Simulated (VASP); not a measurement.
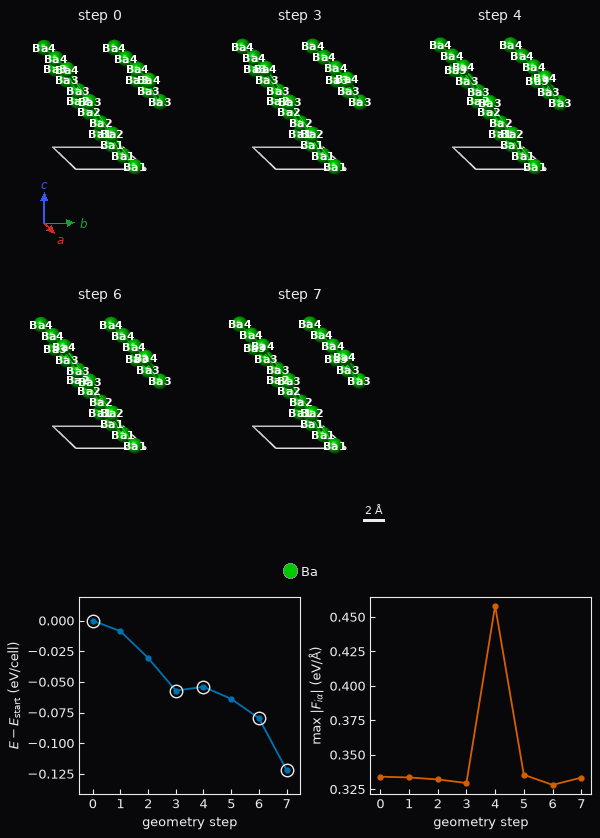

Frames of a relaxation of a slab of composition Ba, marked on the history of the run. Style: ball-and-stick. Shown: the 2 × 1 repeat of the cell, outlined in the plane, without the vacuum, slightly off an axis.

The run lets the atoms move in a fixed cell. 2 atoms are held fixed.

Theory: Kohn-Sham DFT of a periodic cell, PBE, VASP PAW PBE potentials, recommended (VASP).

Input
```
SYSTEM = Ba
ALGO     = Normal         ! electronic algorithm
DIPOL    = 0.5 0.5 0.500
EDIFF    = 1E-6           ! SCF threshold, eV
EDIFFG   = -0.01          ! ionic threshold
ENCUT    = 520            ! plane-wave cutoff, eV
GGA      = PE             ! functional
IBRION   = 2              ! ionic algorithm
IDIPOL   = 3            
ISIF     = 2              ! what is computed and relaxed
ISMEAR   = 0              ! smearing method
LASPH    = .True.         ! aspherical terms in the spheres
LCHARG   = .False.        ! write CHGCAR
LDIPOL   = .True.       
LREAL    = .False.        ! projectors in reciprocal space
LWAVE    = .False.        ! write WAVECAR
NELM     = 80             ! most SCF steps
NSW      = 40             ! ionic steps
PREC     = Accurate       ! precision mode
SIGMA    = 0.05           ! smearing width, eV
```

Command:
```bash
cat potpaw_PBE.64/Ba_sv/POTCAR > POTCAR
mpirun -np 1 vasp_std > vasp.out
```

Question: What happens along the run?

Answer: The run was cut off at its time limit before the relaxation converged, so the last structure is only a point on the way. The atom that moves furthest is Ba4 (0.50 Å at 62° to the normal (+c side)). The lattice vectors keep their values. Near-neighbour distances that change, for instance: Ba3–Ba4 3.910 → 4.307 Å, Ba3–Ba4 (another image) 4.141 → 4.414 Å, Ba2–Ba3 3.910 → 3.950 Å, Ba2–Ba3 (another image) 4.141 → 4.160 Å. Bond angles that change, for instance: Ba4–Ba3–Ba4 61.8° → 56.7°, Ba3–Ba3–Ba4 56.3° → 60.4°, Ba3–Ba3–Ba4 123.7° → 119.6°. Over 7 geometry steps the energy falls by 0.122 eV per cell of the calculation. The largest force component goes from 0.33 to 0.33 eV/Å. From step 0 to 3: Ba4 moves most (0.20 Å), energy −57.1 meV per cell of the calculation. From step 3 to 4: Ba4 moves most (0.24 Å), energy +3.1 meV per cell of the calculation. From step 4 to 6: Ba4 moves most (0.08 Å), energy −25.6 meV per cell of the calculation. From step 6 to 7: Ba4 moves most (0.14 Å), energy −42.2 meV per cell of the calculation.

| step | E − E(0), meV/atom | largest force component, eV/Å |
| --- | --- | --- |
| 0 | 0.00 | 0.3341 |
| 1 | -2.16 | 0.3336 |
| 2 | -7.61 | 0.3321 |
| 3 | -14.27 | 0.3295 |
| 4 | -13.50 | 0.4582 |
| 5 | -15.95 | 0.3355 |
| 6 | -19.89 | 0.3282 |
| 7 | -30.45 | 0.3334 |
